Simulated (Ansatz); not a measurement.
A series of calculations on CdS

### Scan

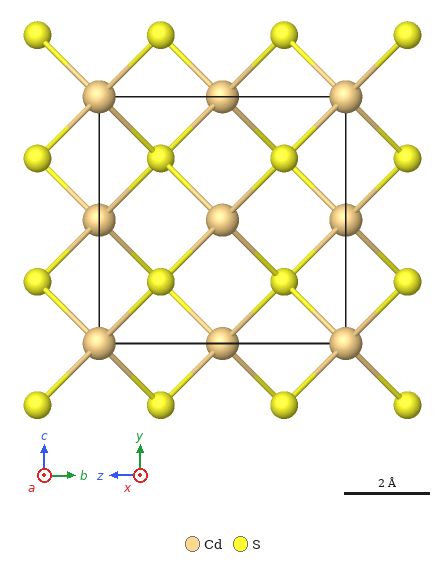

Energy scan for solid CdS (F-43m), in which the ratio of the cell's length along z to its lengths across, counted as 1 for the reference, is changed at fixed volume (a tetragonal or Bain path), with the atoms kept at their fractional coordinates. x, y and z are the Cartesian axes of the input. The picture shows the reference cell. Style: ball-and-stick. Shown: the conventional cell (4 times the calculation's cell), along the a axis. Lengths and directions refer to the drawn axes.

All numbers below come from DFT r2SCAN, scalar-relativistic, plane waves, PAW in Ansatz. Set-up: plane-wave cutoff 500 eV; k-point mesh 10 × 10 × 10; occupations gaussian; smearing width 0.05 eV; no spin polarisation. Energies (free energies at the smearing named) are counted from the cell as listed in its source, which wasn't relaxed.

```
CELL_PARAMETERS angstrom
0.00000 2.91000 2.91000
2.91000 0.00000 2.91000
2.91000 2.91000 0.00000
ATOMIC_POSITIONS crystal
Cd 0.00000 0.00000 0.00000
S 0.75000 0.75000 0.75000
```

What energies does the calculation give (the relative ratio: 0.650, 0.707, 0.780, 0.850, 0.920, 0.960, 1.000, 1.050, 1.100, 1.200, 1.300, 1.414, 1.500)?

Answer.
| axial ratio over its reference value | ΔE (meV/atom) |
| --- | --- |
| 0.650 | 103.2 |
| 0.707 | 65.0 |
| 0.780 | 34.8 |
| 0.850 | 16.4 |
| 0.920 | 4.9 |
| 0.960 | 1.3 |
| 1.000 | 0.0 |
| 1.050 | 2.2 |
| 1.100 | 9.2 |
| 1.200 | 40.2 |
| 1.300 | 97.3 |
| 1.414 | 197.6 |
| 1.500 | 298.2 |

Of the computed points the lowest is at the relative ratio 1.00, 0.0 meV/atom. The end points stand at 103.2 meV/atom (0.65) and 298.2 meV/atom (1.50). The unrelaxed reference is under a pressure of 1.9 GPa. The distortion takes the space group from F-43m to I-4m2. At the relative ratio 1.50 the cell of the drawing goes a 5.820 → 5.084 Å, b 5.820 → 7.626 Å, c 5.820 → 5.084 Å. The band gap on the mesh, 1.61 eV in the reference, closes at 1.50.

The computed profile:

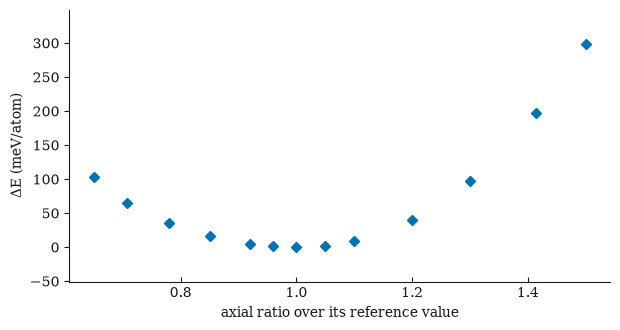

### Scan

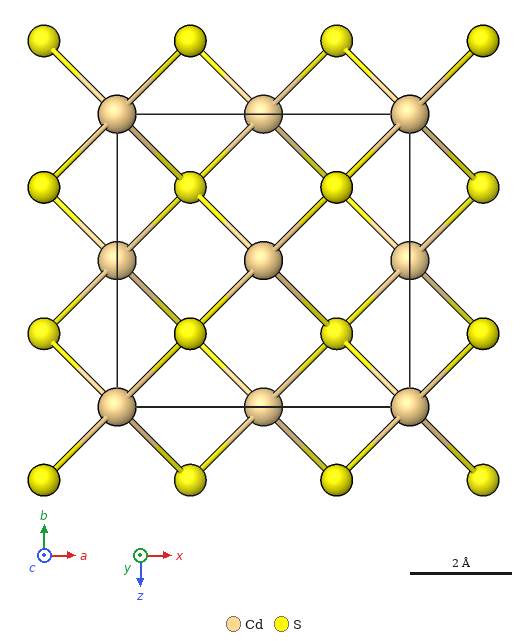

A scan of crystalline CdS (F-43m): the cell is strained equally along x and y and separately along z, with the atoms kept at their fractional coordinates. x, y and z are the Cartesian axes of the input. The picture shows the reference cell. Style: ball-and-stick. Shown: the conventional cell (4 times the calculation's cell), along the c axis. Lengths and directions refer to the drawn axes.

Method: Ansatz 0.2.0, DFT r2SCAN, scalar-relativistic, plane waves, PAW. Settings: plane-wave cutoff 500 eV; k-point mesh 8 × 8 × 8; occupations gaussian; smearing width 0.05 eV; no spin polarisation. Energies (free energies at the smearing named) are counted from the cell as listed in its source, which wasn't relaxed.

Input file:
```yaml
crystal:
  lattice:
    - [0.0, 2.91, 2.91]
    - [2.91, 0.0, 2.91]
    - [2.91, 2.91, 0.0]
  atoms:
    - { symbol: Cd, position: [0.0, 0.0, 0.0] }
    - { symbol: S, position: [0.75, 0.75, 0.75] }
basis:
  ecutwfc: 500
kpoints:
  mp_grid: { grid: [8, 8, 8] }
hamiltonian:
  xc: r2scan
scf:
  occupations: { method: gaussian, width: 0.05 }
output:
  forces: true
  stress: true
  eigenvalues: true
```

Run as
```bash
ansatz run input.yaml --threads 1 --pin off --max-ram 2560MiB --backend cpu --events-out ev --progress --plain --runs-dir out
```

> Give the energy at each point on a grid with rows −0.080, −0.040, 0.000, 0.040, 0.080 and columns −0.080, −0.040, 0.000, 0.040, 0.080 (strain along x and y; strain along z).

Rows: strain along x and y; columns: strain along z; values in meV/atom.

|  | −0.080 | −0.040 | 0.000 | 0.040 | 0.080 |
| --- | --- | --- | --- | --- | --- |
| −0.080 | 470 | 324 | 213 | 136 | 89 |
| −0.040 | 209 | 122 | 62 | 27 | 16 |
| 0.000 | 65 | 22 | 0 | −2 | 14 |
| 0.040 | 11 | 2 | 8 | 30 | 66 |
| 0.080 | 28 | 43 | 70 | 110 | 160 |

In pairs of (strain along x and y; strain along z): the lowest computed point lies at (0.000, 0.040) (−2 meV/atom), the highest at (−0.080, −0.080) (470 meV/atom). The valley is tilted: raising the in-plane strain is made harder by raising the strain along z (cross term 0.89 of the geometric mean of the two curvatures). Over the ranges scanned the energy rises more along the first axis, the in-plane strain. The pressure runs from −7.8 GPa at (0.080, 0.080) to 31.6 GPa at (−0.080, −0.080).

### Energy map

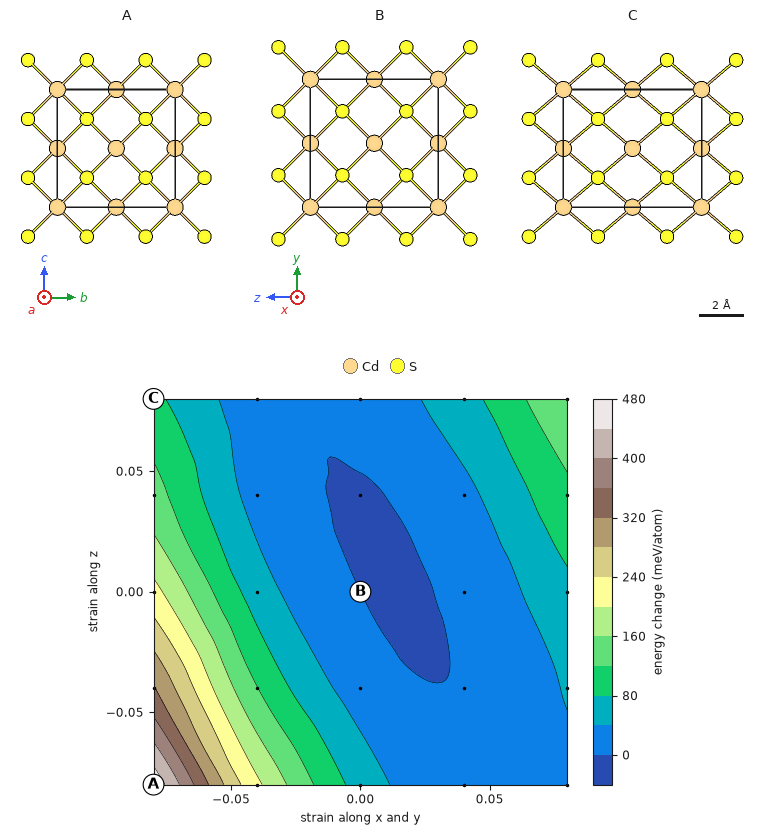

A scan of crystalline CdS (F-43m): the cell is strained equally along x and y and separately along z, with the atoms kept at their fractional coordinates. x, y and z are the Cartesian axes of the input. The map is interpolated between the computed points (dots). The lettered frames are marked on it. The picture is a ball-and-stick view of the conventional cell (4 times the calculation's cell), seen along the a axis. Lengths and directions refer to the drawn axes.

These are results of Ansatz 0.2.0, DFT r2SCAN, scalar-relativistic, plane waves, PAW, not measurements. Settings: plane-wave cutoff 500 eV; k-point mesh 8 × 8 × 8; occupations gaussian; smearing width 0.05 eV; no spin polarisation. Energies (free energies at the smearing named) are counted from the cell as listed in its source, which wasn't relaxed.

**Where is the lowest point of the map, and what else does it tell?**

In pairs of (strain along x and y; strain along z): the lowest computed point lies at (0.000, 0.040) (−2 meV/atom), the highest at (−0.080, −0.080) (470 meV/atom). The valley is tilted: raising the in-plane strain is made harder by raising the strain along z (cross term 0.89 of the geometric mean of the two curvatures). Over the ranges scanned the energy rises more along the first axis, the in-plane strain. The pressure runs from −7.8 GPa at (0.080, 0.080) to 31.6 GPa at (−0.080, −0.080). The frames lie at A (−0.080, −0.080): 470 meV/atom, B (0.000, 0.000): 0 meV/atom, C (−0.080, 0.080): 89 meV/atom.
